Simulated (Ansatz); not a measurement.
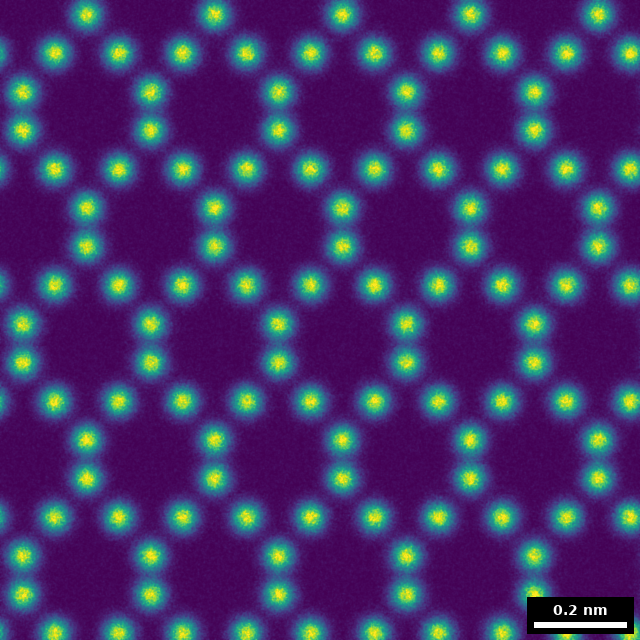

HAADF-like image of a crystal. Simulated incoherent Z contrast: every atom adds Z^1.6 spread by a probe of 0.50 Å full width; channelling and multiple scattering are left out. Shot noise was added.

Give the net of the columns and its spacings.

Answer. The pattern repeats on a centred rectangular net of 2.8 × 5.1 Å.

Which plane group does this projection have?

Answer. c2mm: perpendicular mirror lines on a centred net, with further twofold points between them.

How many columns does the smallest repeating cell hold, and how many levels of brightness?

Answer. 4 columns in the primitive cell of 7.1 Å², all of one brightness.

The crystal is Ti (P6_3/mmc, No. 194) seen along [101]. Model: coordinates from a relaxation with DFT r2SCAN, scalar-relativistic, plane waves, PAW (Ansatz 0.2.0); the starting structure was generated, so it need not be a known form of this composition.
